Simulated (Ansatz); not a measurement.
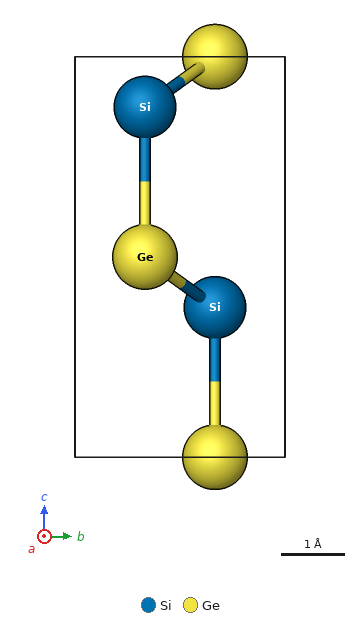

*The structure as given in the input (ball-and-stick view of the cell of the calculation, along the a axis).*

Near neighbours in the crystal (not all of them lie inside the picture): Si has 4 Ge at 2.40 to 2.41 Å; Ge has 4 Si at 2.40 to 2.41 Å.

Run report: GeSi, GW calculation

- system: GeSi (P6₃mc, 4 atoms in the cell)
- method: G0W0 on HSE06, plane waves, PAW, no spin polarisation (Ansatz 0.2.0)

The structure derives from a Materials Project entry. The geometry comes from this level: r2SCAN. It belongs to a series of runs on one base structure; here: starting point.

**Input**
```yaml
crystal:
  lattice:
    - [3.9054157625, 0.0, 0.0]
    - [-1.9527078813, 3.3821892627, 0.0]
    - [0.0, 0.0, 6.4505693248]
  atoms:
    - { symbol: Si, position: [0.6666666667, 0.3333333333, 0.8745239532] }
    - { symbol: Si, position: [0.3333333333, 0.6666666667, 0.3745239532] }
    - { symbol: Ge, position: [0.6666666667, 0.3333333333, 0.5004750468] }
    - { symbol: Ge, position: [0.3333333333, 0.6666666667, 0.0004750468] }
kpoints:
  mp_grid: { grid: [6, 6, 2] }
hamiltonian:
  xc: hse06
scf:
  occupations: { method: fixed }
gw:
  n_empty_bands: 320
  ecut_chi: 140
  qp_bands: [v2, c2]
  qp_kpoints: band_edges
  screening: { model: contour_deformation }
```

Run on 2 threads of Arm Neoverse V2, 24 GiB of memory available, shared host.

Launched with:
```bash
ansatz run input.yaml --threads 2 --pin off --max-ram 3686MiB --backend cpu --events-out ev --progress --plain --runs-dir out
```

**The program's output**
```
Engine: ansatz 0.2.0, aarch64-unknown-linux-gnu
Pseudopotentials: kind: paw
Pseudopotential: Si, paw, valence charge 4, recommended cutoff 420 eV (normal), Si.paw.azcp
Pseudopotential: Ge, paw, valence charge 14, recommended cutoff 420 eV (normal), Ge.paw.azcp
Functional definition: HSE06
  parameter a = 0.25
  parameter omega = 0.11/bohr
  exchange = pbe_x - a*pbe_x_sr(omega) + a*exact_x_sr(omega)
  correlation = pbe_c
davidson cushion auto → on  (no smearing: the cushion is to keep the highest requested band from converging to the state above it; pin scf.eigensolver.cushion to override)
Crystal: 4 atoms, lattice volume = 85.205 Å³
Basis set: ecut = 420 eV, 1689 PW (Γ)
Bands: 22, of which v1, the nominal top of the filled ones, is band 18 counted from 1 (17 counted from 0)
Symmetry: 12 space group operations
Space group: P63mc (ITA 186), of the structure as read, at distance tolerance 4.4e-5 Å
k-points: 14 of 72
Non-local potential: Si, projectors of the file, l = 0: 2, l = 1: 2, l = 2: 2
Non-local potential: Ge, projectors of the file, l = 0: 2, l = 1: 2, l = 2: 3, l = 3: 1
PAW form: soft (Blöchl's): semilocal exchange-correlation on the pseudo side does not see the compensation charge
PAW frozen core: Si, regenerated for the run's functional, and the local potential with it (the file was generated under x = pbe(κ = 0.804, μ = 0.2195149727645171), c = pbe(β = 0.06672455060314922))
PAW frozen core: Ge, regenerated for the run's functional, and the local potential with it (the file was generated under x = pbe(κ = 0.804, μ = 0.2195149727645171), c = pbe(β = 0.06672455060314922))
PAW one-centre angular grid: Si, 110 points (default); XC on 64 Gauss nodes
PAW one-centre angular grid: Ge, 590 points (default); XC on 64 Gauss nodes
Initial density: superposition of atomic densities (neutral atoms: chi_scale 0, normalization atom), corrected by the library's trained network
Initial wavefunctions: pseudopotential atomic-orbital guess
Functional: x = pbe(κ = 0.804, μ = 0.2195149727645171), c = pbe(β = 0.06672455060314922), warm-up for x = pbe(κ = 0.804, μ = 0.2195149727645171) + 0.25 (exact − pbe) at short range (hse, ω = 0.20786987370883472 Å⁻¹), c = pbe(β = 0.06672455060314922); HSE06 as pw.x's `hse` composes it (authors' and Libxc's form: `xc: wpbeh`)
SCF iter   1: F=—  HF=-9861.402967 eV  |F-HF|=—  |Δ(HF+E_count)|=         —  Δρ=1.38e-3  dr2=1.45e-3  ethr=1.77e-3  ⟨swp⟩=6.5  Hψ=1348  notcnv=0
preconditioner: auto → none  [insulator: Δε(μ)=0.445 eV  Ē_g=8.103 eV  n_scr=22 (ndim 8)  ℏωp=16.1 eV  f_vac=0.013]
SCF iter   2: F=—  HF=-9861.403481 eV  |F-HF|=—  |Δ(HF+E_count)|=   5.14e-4  Δρ=5.77e-4  dr2=2.03e-4  ethr=4.04e-6  ⟨swp⟩=5.2  Hψ=1088  notcnv=0  defer=9
iter 3 solved again at ethr=4.28e-8 eV; its pass at ethr=5.64e-7 eV (dr2=1.54e-5 eV) is discarded
SCF iter   3: F=-9861.403623 eV  HF=-9861.403621 eV  |F-HF|=2.28e-6  |Δ(HF+E_count)|=   1.41e-4  Δρ=1.46e-4  dr2=1.55e-5  ethr=4.28e-8  ⟨swp⟩=2.7  Hψ=1530  notcnv=0
SCF 1 stopped early in 3 iterations: F = -9861.403623 eV  dr2 = 1.55e-5
  greatest PAW one-centre occupation: 0.998 electrons in one spin orbital (limit 2), on the Ge atom at site 3 (counted from 0), in its partial waves of l = 2
Initial density: handed on by an earlier stage of this run
Initial wavefunctions: those handed on with the density
Functional: x = pbe(κ = 0.804, μ = 0.2195149727645171) + 0.25 (exact − pbe) at short range (hse, ω = 0.20786987370883472 Å⁻¹), c = pbe(β = 0.06672455060314922); HSE06 as pw.x's `hse` composes it (authors' and Libxc's form: `xc: wpbeh`)
Exchange kernel: α = 0.2500, screened, ω = 0.2079 Å⁻¹, Wigner–Seitz truncation, v(0) = 1030.4033 eV·Å³, q-mesh 6×6×2, nearest image of the exchange supercell L = 12.90 Å, pair-density grid 20×20×30, without the augmentation charges, whose exchange is taken in its separable form by FFT convolution over the k-point mesh (sized by the pseudopotential files, 24×24×45 at the most), smooth part of the exact exchange by density-matrix convolution
Frozen-core exchange: fock
SCF iter   1: F=—  HF=-9864.178069 eV  |F-HF|=—  |Δ(HF+E_count)|=         —  Δρ=8.97e-3  dr2=2.68e-2  ethr=4.31e-7  ⟨swp⟩=7.8  Hψ=1791  notcnv=0
preconditioner: auto → none  [insulator: Δε(μ)=0.936 eV  Ē_g=9.318 eV  n_scr=22 (ndim 8)  ℏωp=16.1 eV  f_vac=0.015]
SCF iter   2: F=—  HF=-9864.157863 eV  |F-HF|=—  |Δ(HF+E_count)|=   2.02e-2  Δρ=2.58e-3  dr2=3.62e-3  ethr=4.31e-7  ⟨swp⟩=4.9  Hψ=1330  notcnv=0
SCF iter   3: F=—  HF=-9864.169213 eV  |F-HF|=—  |Δ(HF+E_count)|=   1.13e-2  Δρ=2.16e-3  dr2=1.32e-3  ethr=4.31e-7  ⟨swp⟩=4.9  Hψ=1311  notcnv=0
SCF iter   4: F=—  HF=-9864.168905 eV  |F-HF|=—  |Δ(HF+E_count)|=   3.07e-4  Δρ=7.95e-4  dr2=2.29e-4  ethr=4.31e-7  ⟨swp⟩=3.0  Hψ=910  notcnv=0
SCF iter   5: F=—  HF=-9864.168880 eV  |F-HF|=—  |Δ(HF+E_count)|=   2.56e-5  Δρ=6.32e-5  dr2=2.72e-5  ethr=4.31e-7  ⟨swp⟩=2.1  Hψ=687  notcnv=0
SCF iter   6: F=-9864.169128 eV  HF=-9864.169136 eV  |F-HF|=8.38e-6  |Δ(HF+E_count)|=   2.57e-4  Δρ=1.12e-4  dr2=9.10e-6  ethr=6.72e-9  ⟨swp⟩=5.1  Hψ=1346  notcnv=0
SCF 2 stopped early in 6 iterations: F = -9864.169128 eV  dr2 = 9.10e-6
  greatest PAW one-centre occupation: 0.998 electrons in one spin orbital (limit 2), on the Ge atom at site 2 (counted from 0), in its partial waves of l = 2
hybrid outer 1: dexx = +1.414e-2 eV, tail = 7.92e-5 eV
Exchange kernel: α = 0.2500, screened, ω = 0.2079 Å⁻¹, Wigner–Seitz truncation, v(0) = 1030.4033 eV·Å³, q-mesh 6×6×2, nearest image of the exchange supercell L = 12.90 Å, pair-density grid 20×20×30, without the augmentation charges, whose exchange is taken in its separable form by FFT convolution over the k-point mesh (sized by the pseudopotential files, 24×24×45 at the most), smooth part of the exact exchange by density-matrix convolution
Frozen-core exchange: fock
SCF iter   1: F=—  HF=-9864.169532 eV  |F-HF|=—  |Δ(HF+E_count)|=         —  Δρ=6.48e-5  dr2=2.89e-6  ethr=1.10e-6  ⟨swp⟩=2.6  Hψ=698  notcnv=0
preconditioner: auto → none  [insulator: Δε(μ)=0.974 eV  Ē_g=9.331 eV  n_scr=22 (ndim 8)  ℏωp=16.1 eV  f_vac=0.017]
iter 2 solved again at ethr=4.40e-10 eV; its pass at ethr=7.59e-9 eV (dr2=1.58e-7 eV) is discarded
SCF iter   2: F=—  HF=-9864.169531 eV  |F-HF|=—  |Δ(HF+E_count)|=   6.35e-7  Δρ=1.42e-5  dr2=3.37e-7  ethr=4.40e-10  ⟨swp⟩=2.1  Hψ=1747  notcnv=0
SCF iter   3: F=-9864.169532 eV  HF=-9864.169532 eV  |F-HF|=1.48e-8  |Δ(HF+E_count)|=   7.99e-7  Δρ=5.13e-6  dr2=3.49e-8  ethr=4.40e-10  ⟨swp⟩=4.9  Hψ=967  notcnv=0
SCF 3 converged in 3 iterations: F = -9864.169532 eV  dr2 = 3.49e-8
```

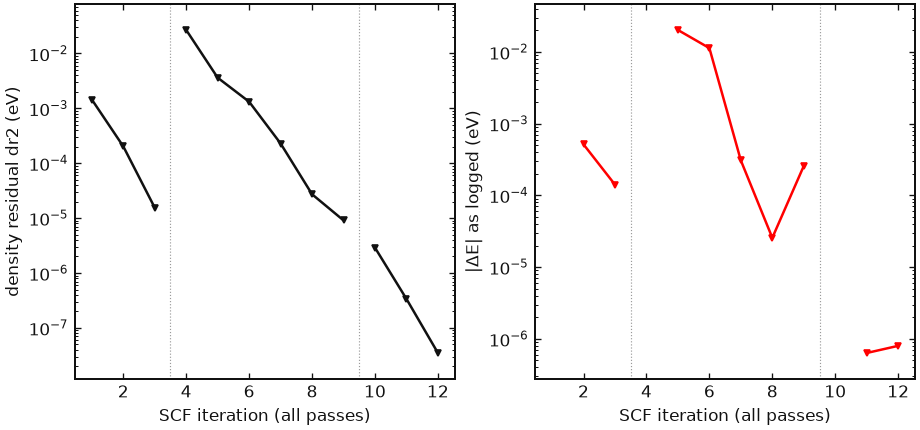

*Convergence of the self-consistent field: density residual dr2 and size of the energy change against the SCF iteration. The run starts with a semilocal functional; after that each stretch between dotted lines is one SCF of the hybrid functional between two exact rebuilds of the exchange operator by the outer loop. Early passes are stopped at a loose threshold.*

The passes take 3, 6 and 3 iterations.

```
hybrid outer 2: dexx = +9.975e-7 eV, tail = 1.12e-7 eV, Δε = 8.92e-3 eV (about 5.80e-4 eV left of the loop's levels)
NSCF: frozen V_eff on 14 k-points
Exchange-term sweep: 0 of 14 (spin, k) points
Exchange-term sweep: 1 of 14 (spin, k) points
Exchange-term sweep: 2 of 14 (spin, k) points
Exchange-term sweep: 3 of 14 (spin, k) points
Exchange-term sweep: 4 of 14 (spin, k) points
Exchange-term sweep: 5 of 14 (spin, k) points
Exchange-term sweep: 6 of 14 (spin, k) points
Exchange-term sweep: 7 of 14 (spin, k) points
Exchange-term sweep: 8 of 14 (spin, k) points
Exchange-term sweep: 9 of 14 (spin, k) points
Exchange-term sweep: 10 of 14 (spin, k) points
Exchange-term sweep: 11 of 14 (spin, k) points
Exchange-term sweep: 12 of 14 (spin, k) points
Exchange-term sweep: 13 of 14 (spin, k) points
Exchange-term sweep: 14 of 14 (spin, k) points
G₀W₀ screening: q 1/14
G₀W₀ screening: q 2/14 (q-point 11)
G₀W₀ screening: q 3/14 (q-point 12)
G₀W₀ screening: q 4/14 (q-point 3)
G₀W₀ screening: q 5/14 (q-point 4)
G₀W₀ screening: q 6/14 (q-point 5)
G₀W₀ screening: q 7/14 (q-point 6)
G₀W₀ screening: q 8/14 (q-point 9)
G₀W₀ screening: q 9/14 (q-point 10)
G₀W₀ screening: q 10/14 (q-point 7)
G₀W₀ screening: q 11/14 (q-point 8)
G₀W₀ screening: q 12/14 (q-point 13)
G₀W₀ screening: q 13/14 (q-point 14)
G₀W₀ screening: q 14/14 (q-point 2)
G₀W₀ self-energy: k 1/11
G₀W₀ self-energy: k 2/11
G₀W₀ self-energy: k 3/11
G₀W₀ self-energy: k 4/11
G₀W₀ self-energy: k 5/11
G₀W₀ self-energy: k 6/11
G₀W₀ self-energy: k 7/11
G₀W₀ self-energy: k 8/11
G₀W₀ self-energy: k 9/11
G₀W₀ self-energy: k 10/11
G₀W₀ self-energy: k 11/11
hybrid SCF converged: 2 outer / 9 inner (+3 warm-up), last move |dexx| = 9.97e-7 eV, tail = 1.12e-7 eV
Stability not checked: this state was not tested for a lower state beside it, because the functional holds exact exchange (a hybrid, or Hartree-Fock), whose exchange loop this test does not read (fock_operator; see scf.lower_state_search)
Free energy (F): -9864.169532 eV
Frozen-core exchange: fock
Harris-Foulkes:  -9864.169532 eV  (|F-HF|=1.48e-8)
Internal energy: -9864.169532 eV  (E = F + TS)
E sigma→0 (E₀):  -9864.169532 eV
Fermi energy:    7.388310 eV
--- Per-component energies (eV) ---
  E_band       = -384.753129
  E_kinetic    = 302.034991
  E_local      = -5306.700485  (includes V_loc(G=0)·N_el)
  E_nonlocal   = 890.583938
  E_hartree    = 2337.399053
  E_xc         = -211.695252
  E_vxc        = -180.284850  (∫ρ·V_xc dr)
  E_exx        = -120.197633  (= α·E_x^exact, valence–valence)
  E_paw        = -4999.091592  (= ΣΔE_a)
  E_vpaw       = -524.793735  (= ΣTr[D̂ρ^β])
  E_aug_tail   = 0.000667  (compensation charges beyond the density's cutoff)
  E_ewald      = -2755.654240
  E_core_change = -0.848980  (= ΣΔE_core)
  E_smearing   = -0.000000  (= −TS)
  E_closure    = -0.000000  (closes the sum)
  Σ components = -9864.169532   (vs F -9864.169532, Δ=0.00e0)
--- Band table (eV; the first three rows and the last of 14) ---
  k-point 0: bands = ["-20.2843", "-20.2841", "-20.2785", "-20.2785", "-20.2755", "-20.2755", "-20.2516", "-20.2516", "-20.2484", "-20.2484", "-6.5573", "-4.1584", "-0.8237", "5.6663", "5.6663", "7.0606", "7.3883", "7.3883", "8.4799", "9.7365"]
  k-point 1: bands = ["-20.2842", "-20.2842", "-20.2770", "-20.2770", "-20.2770", "-20.2770", "-20.2499", "-20.2499", "-20.2499", "-20.2499", "-5.7130", "-5.7130", "2.4747", "2.4747", "6.3477", "6.3477", "6.3477", "6.3477", "9.3297", "9.3297"]
  k-point 2: bands = ["-20.2841", "-20.2830", "-20.2790", "-20.2773", "-20.2751", "-20.2740", "-20.2520", "-20.2509", "-20.2491", "-20.2476", "-6.2127", "-3.8074", "-0.7112", "3.5946", "5.0591", "5.0701", "6.5148", "6.8268", "9.1981", "10.3589"]
  k-point 13: bands = ["-20.2827", "-20.2827", "-20.2740", "-20.2740", "-20.2735", "-20.2735", "-20.2494", "-20.2494", "-20.2491", "-20.2491", "-2.9694", "-2.9694", "-1.1612", "-1.1612", "2.5067", "2.5067", "5.1120", "5.1120", "9.4195", "9.4195"]
  guard bands above this table: 2 of the run's 22 bands. The solve was not asked for them (output.publish_guard_bands: true or output.eigenvalues: true publishes all)
--- G₀W₀: contour deformation, 7 samples at zero and on the imaginary axis and 1 off it, 72 q-points, 320 empty bands' worth ---
  eigenvalues of the whole cell's RPA ε∞ on this k-mesh (on a slab, of 1 + 4πα/V) = 9.7127, 11.7918, 11.7918; static W/v taken at q = 0 is 0.093813
  gw.qp_kpoints: band_edges: 11 of 14 stored k-points solved, in 1 pass; an edge of the gap read off the rows below is read off those points alone
    valence top: of the k-points left out ik 8 came nearest to being solved in a further pass, in band 18 (counted from 1, as in the quasiparticle table): it holds the edge there only if its correction is more favourable than any solved in that band by at least 1.551 eV; those differ by 0.110 eV
    conduction bottom: of the k-points left out ik 10 came nearest to being solved in a further pass, in band 19 (counted from 1, as in the quasiparticle table): it holds the edge there only if its correction is more favourable than any solved in that band by at least 1.349 eV; those differ by 0.142 eV
    ik  band        ε_KS         Σx   Σc(E_QP)       V_xc       Z   E_QP_lin       E_QP  E_QP is
     0    17      7.3883   -15.2579     0.6647   -14.3073  0.7914     7.1018     7.1024  root
     0    18      7.3883   -15.2579     0.6647   -14.3073  0.7914     7.1018     7.1024  root
     0    19      8.4799    -8.9386    -3.6985   -12.5627  0.7966     8.4055     8.4055  root
     0    20      9.7365   -10.4690    -4.2522   -14.7133  0.7859     9.7286     9.7286  root
     1    17      6.3477   -15.0132     0.9167   -13.8324  0.7862     6.0830     6.0836  root
     1    18      6.3477   -15.0132     0.9167   -13.8324  0.7862     6.0830     6.0836  root
     1    19      9.3297    -8.7519    -3.8947   -12.5672  0.7927     9.2504     9.2503  root
     1    20      9.3297    -8.7519    -3.8947   -12.5672  0.7927     9.2504     9.2503  root
     2    17      6.5148   -14.7793     0.8184   -13.6862  0.7862     6.2394     6.2401  root
     2    18      6.8268   -15.1118     0.8149   -14.0241  0.7882     6.5534     6.5540  root
     2    19      9.1981    -7.7097    -3.7636   -11.3374  0.7936     9.0623     9.0621  root
     2    20     10.3589    -8.7687    -4.3024   -12.9928  0.7806    10.2808    10.2807  root
     3    17      5.7721   -14.8668     1.0766   -13.5405  0.7820     5.5218     5.5224  root
     3    18      5.7721   -14.8668     1.0766   -13.5405  0.7820     5.5218     5.5224  root
     3    19      9.9085    -7.5243    -3.9738   -11.3612  0.7900     9.7718     9.7716  root
     3    20      9.9085    -7.5243    -3.9738   -11.3612  0.7900     9.7718     9.7716  root
     4    17      5.1610   -14.3222     1.1554   -12.9235  0.7773     4.9169     4.9175  root
     4    18      6.0339   -15.1328     1.1003   -13.7790  0.7825     5.7798     5.7805  root
     4    19      8.6458    -7.1126    -3.6569   -10.6109  0.7987     8.4874     8.4871  root
     4    20     10.3989    -8.1225    -4.1802   -12.1970  0.7863    10.2934    10.2932  root
     5    17      4.9693   -14.8978     1.3735   -13.2987  0.7745     4.7432     4.7438  root
     5    18      4.9693   -14.8978     1.3735   -13.2987  0.7745     4.7432     4.7438  root
     5    19      8.9968    -7.4347    -3.7496   -11.0398  0.7965     8.8525     8.8523  root
     5    20      8.9968    -7.4347    -3.7496   -11.0398  0.7965     8.8525     8.8523  root
     6    17      4.1950   -14.0387     1.4594   -12.3617  0.7682     3.9767     3.9774  root
     6    18      5.7232   -15.1686     1.2144   -13.7099  0.7801     5.4783     5.4789  root
     6    19      8.3621    -6.8476    -3.6388   -10.3267  0.8008     8.2027     8.2024  root
     6    20     10.1165    -7.8909    -4.0877   -11.8661  0.7895    10.0041    10.0039  root
     7    17      4.6564   -14.9378     1.4920   -13.2319  0.7709     4.4420     4.4425  root
     7    18      4.6564   -14.9378     1.4920   -13.2319  0.7709     4.4420     4.4425  root
     7    19      8.6554    -7.6686    -3.6932   -11.2195  0.7976     8.5132     8.5130  root
     7    20      8.6554    -7.6686    -3.6932   -11.2195  0.7976     8.5132     8.5130  root
    11    17      4.8383   -14.9271     1.4145   -13.2907  0.7728     4.6159     4.6165  root
    11    18      4.8383   -14.9271     1.4145   -13.2907  0.7728     4.6159     4.6165  root
    11    19      9.4882    -7.7363    -3.9063   -11.5146  0.7919     9.3605     9.3603  root
    11    20      9.4882    -7.7363    -3.9063   -11.5146  0.7919     9.3605     9.3603  root
    12    17      3.4614   -14.5575     1.8465   -12.5482  0.7538     3.2983     3.2987  root
    12    18      3.7214   -14.6742     1.8957   -12.6028  0.7566     3.5453     3.5458  root
    12    19      8.9930    -5.5479    -3.7464    -9.0780  0.8010     8.7773     8.7768  root
    12    20     13.1868    -7.4664    -5.2516   -12.4903  0.7452    12.9594    12.9591  root
    13    17      5.1120   -15.1160     1.3712   -13.5150  0.7747     4.8816     4.8822  root
    13    18      5.1120   -15.1160     1.3712   -13.5150  0.7747     4.8816     4.8822  root
    13    19      9.4195    -7.6208    -3.9622   -11.4741  0.7922     9.3106     9.3105  root
    13    20      9.4195    -7.6208    -3.9622   -11.4741  0.7922     9.3106     9.3105  root
```

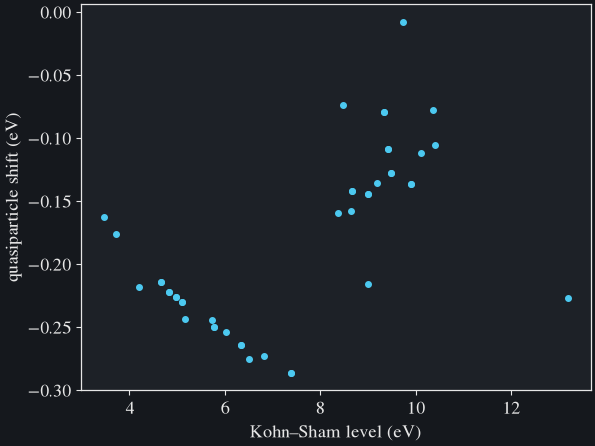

*Quasiparticle corrections (linearised) against the Kohn–Sham levels, for the bands and k-points computed.*

On this mesh the gap goes from 0.97 to 1.10 eV.

**Summary**

| quantity | value |
| --- | --- |
| outcome | converged |
| space group (tolerance 0.01 Å) | P6₃mc (186) |
| electrons treated | 36 |
| free energy | −9864.1695 eV |
| Fermi energy | 7.388 eV |
| gap on the k-point mesh | 0.97 eV |
| quasiparticle gap on the mesh | 1.10 eV |
| wall time | 6.9 min (CPU time 13 min) |
| peak memory | 1.6 GiB |

**Notes**

The GW levels are not extrapolated in basis or mesh.
